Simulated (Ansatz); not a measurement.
## Cs: 5 runs along one coordinate

System: Cs (1 atom in the cell).
Method: DFT, revPBE, plane waves (420 eV) with PAW, scalar-relativistic, no spin polarisation (Ansatz 0.2.0).

The 5 runs differ only in the geometry, by an even scaling of the cell at fixed fractional positions.

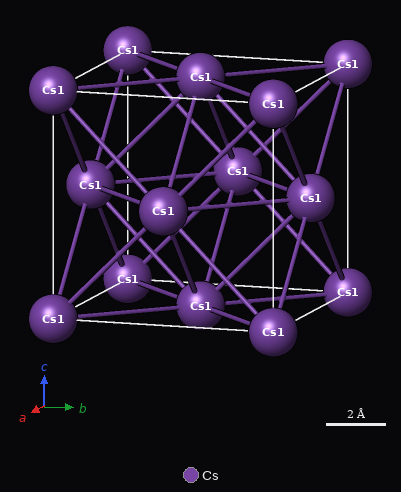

Figure 1. The structure of run 3 (ball-and-stick view of the cell 4 times as large as that of the calculation, set on its symmetry axes, seen slightly off an axis; atoms are numbered from 1 in the order of the input).

**Input of run 3**
```yaml
crystal:
  lattice:
    - [0.0, 3.9535825069, 3.9535825069]
    - [3.9535825069, 0.0, 3.9535825069]
    - [3.9535825069, 3.9535825069, 0.0]
  atoms:
    - { symbol: Cs, position: [0.0, 0.0, 0.0] }
hamiltonian:
  xc: revpbe
  pseudopotentials:
    kind: paw
    azcp:
      Cs: "pseudopotentials/Cs.paw.azcp"
basis:
  ecutwfc: 420
  fft_grid_basis: typed
kpoints:
  mp_grid: { grid: [8, 8, 8], shift: [0, 0, 0] }
magnetization:
  spin_polarized: false
scf:
  occupations: { method: fermi_dirac, width: 0.1 }
  lower_state_search: "off"
output:
  stress: true
```

Lattice vectors (Å) and fractional positions of run 3:
```
   0.000000    3.953583    3.953583
   3.953583    0.000000    3.953583
   3.953583    3.953583    0.000000
Cs  0.000000  0.000000  0.000000
```

Run 4 differs from it as follows:
```diff
-    - [0.0, 3.9535825069, 3.9535825069]
-    - [3.9535825069, 0.0, 3.9535825069]
-    - [3.9535825069, 3.9535825069, 0.0]
+    - [0.0, 4.1118915079, 4.1118915079]
+    - [4.1118915079, 0.0, 4.1118915079]
+    - [4.1118915079, 4.1118915079, 0.0]
```

**Results, with one run withheld**

```csv
run,volume per atom (Å³),"free energy per atom, from the lowest run given (meV)",pressure (GPa)
1,113.296,11.70,0.29
2,118.446,4.29,0.18
3,123.595,0.00,0.09
4,139.045,?,?
5,144.195,4.88,−0.14
```

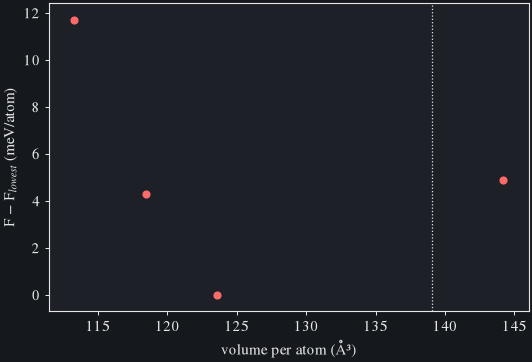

Figure 2. Free energy per atom of the runs given; the dotted line marks run 4.

Estimate the energy of run 4 from the others.

A quadratic polynomial in V^(−2/3) (the Birch–Murnaghan form), fitted to the 4 runs given, misses them by at most 0.03 meV per atom. With x = V^(−2/3) − 0.04021 Å⁻², it reads F = −0.2092 + 2368.3 x + 9.6052e+05 x² (meV per atom). At run 4 it gives 1.17 meV per atom, and the run itself gives 1.08. The slope of the fit gives a pressure −dF/dV of −0.09 GPa there, and the run prints −0.10 GPa. The fit has its minimum at 129.952 Å³ per atom, where V d²F/dV² gives 1.6 GPa: the bulk modulus at this level, since symmetry fixes the shape and the positions.

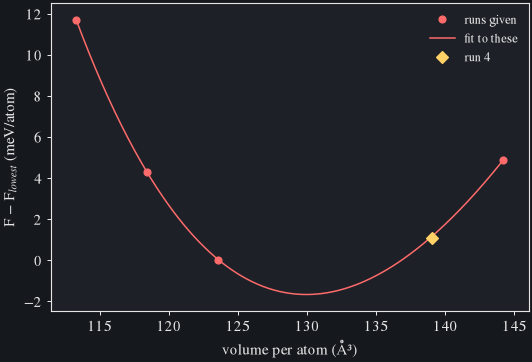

Figure 3. The fit and the withheld run.

**Output, shortened to warnings, some set-up lines, iterations and results (run 4)**
```
Basis set: ecut = 420 eV, 2733 PW (Γ)
Symmetry: 48 space group operations
k-points: 29 of 512
Initial density: superposition of atomic densities (neutral atoms: chi_scale 0, normalization atom), corrected by the library's trained network
[...]
SCF iter   1: F=—  HF=-5677.666476 eV  |F-HF|=—  |Δ(HF+E_count)|=         —  Δρ=8.03e-4  dr2=8.66e-4  ethr=1.77e-3  ⟨swp⟩=6.1  Hψ=2130  notcnv=0
SCF iter   2: F=—  HF=-5677.667619 eV  |F-HF|=—  |Δ(HF+E_count)|=   1.14e-3  Δρ=4.98e-4  dr2=4.33e-4  ethr=9.62e-6  ⟨swp⟩=2.4  Hψ=621  notcnv=0
SCF iter   3: F=—  HF=-5677.668334 eV  |F-HF|=—  |Δ(HF+E_count)|=   7.15e-4  Δρ=1.05e-4  dr2=6.25e-5  ethr=4.81e-6  ⟨swp⟩=2.9  Hψ=402  notcnv=0
SCF iter   4: F=—  HF=-5677.668375 eV  |F-HF|=—  |Δ(HF+E_count)|=   4.17e-5  Δρ=5.73e-5  dr2=1.66e-5  ethr=6.94e-7  ⟨swp⟩=1.7  Hψ=281  notcnv=0
SCF iter   5: F=—  HF=-5677.668383 eV  |F-HF|=—  |Δ(HF+E_count)|=   7.06e-6  Δρ=1.28e-5  dr2=6.20e-7  ethr=1.84e-7  ⟨swp⟩=1.7  Hψ=287  notcnv=0
SCF iter   6: F=-5677.668383 eV  HF=-5677.668383 eV  |F-HF|=7.61e-8  |Δ(HF+E_count)|=   6.60e-7  Δρ=3.56e-6  dr2=2.88e-8  ethr=1.11e-9  ⟨swp⟩=3.0  Hψ=1025  notcnv=0
SCF 1 converged in 6 iterations: F = -5677.668383 eV  dr2 = 2.88e-8
SCF converged after 6 iterations
Free energy (F): -5677.668383 eV
Harris-Foulkes:  -5677.668383 eV  (|F-HF|=7.61e-8)
Internal energy: -5677.625199 eV  (E = F + TS)
E sigma→0 (E₀):  -5677.646791 eV
Entropy (-TS):   -0.043184 eV (-43.184 meV/atom)
Fermi energy:    1.587181 eV
--- Per-component energies (eV) ---
  E_band       = -99.092785
  E_kinetic    = 140.625455
  E_local      = -428.363841  (includes V_loc(G=0)·N_el)
  E_nonlocal   = 29.762739
  E_hartree    = 151.777262
  E_xc         = -173.163810
  E_vxc        = -124.328322  (∫ρ·V_xc dr)
  E_paw        = -5073.092844  (= ΣΔE_a)
  E_vpaw       = -20.343458  (= ΣTr[D̂ρ^β])
  E_aug_tail   = -0.000001  (compensation charges beyond the density's cutoff)
  E_ewald      = -325.133303
  E_core_change = -0.036857  (= ΣΔE_core)
  E_smearing   = -0.043184  (= −TS)
  E_closure    = 0.000000  (closes the sum)
  Σ components = -5677.668383   (vs F -5677.668383, Δ=0.00e0)
--- Stress (GPa, compression-positive) ---
       -0.096160      -0.000000      -0.000000
       -0.000000      -0.096160       0.000000
        0.000000       0.000000      -0.096160
  P = ⅓ Tr σ = -0.0962 GPa (-0.962 kbar)
```
